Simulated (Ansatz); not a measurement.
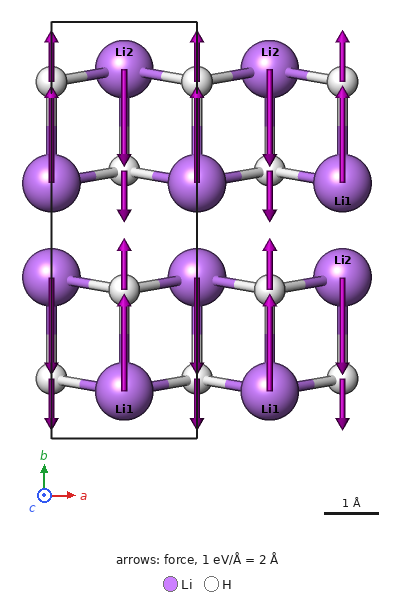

Starting geometry of solid LiH (built on the TlCl-63 type type) with the computed forces as purple arrows. A ball-and-stick model of the conventional cell (2 times the calculation's cell), repeated 2 × 1 × 1 with one cell outlined, seen along the c axis. Lengths and directions refer to the drawn axes.

All numbers below come from Ansatz, DFT, PBEsol, plane waves, PAW.

Input
```yaml
crystal:
  lattice:
    - [1.36879257, -3.91663668, 0.0]
    - [1.36879257, 3.91663668, 0.0]
    - [0.0, 0.0, 3.0232358]
  atoms:
    - { symbol: Li, position: [0.38685498, 0.61314502, 0.75] }
    - { symbol: Li, position: [0.61314502, 0.38685498, 0.25] }
    - { symbol: H, position: [0.85650439, 0.14349561, 0.25] }
    - { symbol: H, position: [0.14349561, 0.85650439, 0.75] }
kpoints:
  mp_grid: { grid: [8, 8, 8] }
hamiltonian:
  xc: pbesol
scf:
  occupations: { method: fermi_dirac, width: 0.03 }
relax:
  f_tol: 0.01
  cell: {}
  max_steps: 120
```

Launched with:
```bash
ansatz run input.yaml --threads 2 --pin off --max-ram 2211MiB --backend cpu --events-out ev --progress --plain --runs-dir out
```

**What follows when this structure is relaxed?**

It isn't relaxed: the largest force vector, on Li atoms, is 0.92 eV/Å. The atoms end up moving mostly along the starting forces (cosine between the two patterns 0.89). Over 8 accepted moves (10 points after the start) the energy falls by 85.7 meV per atom. Largest force component: 0.92 eV/Å at the start, 0.00038 eV/Å at the end. Pressure: −0.83 GPa at the start and 0.00 GPa at the end. At 2 points the geometry stayed and the basis and grid were re-selected for the new cell (energy shift of 1.4 meV per atom at most each time). The largest moves relative to the cell, 0.31 Å, are those of Li1 and Li2. Li1 goes along +b. Largest moves by element: Li 0.31 Å, H 0.01 Å. The volume changes by +8.3 %, with a 2.738 → 2.709 Å (−1.0 %), b 7.833 → 9.281 Å (+18.5 %), c 3.023 → 2.794 Å (−7.6 %). Near-neighbour distances that change, for instance: Li1–Li2 2.330 → 3.054 Å, Li1–H3 2.053 → 1.946 Å, Li1–H4 1.906 → 1.959 Å. The space group stays Cmcm (No. 63).
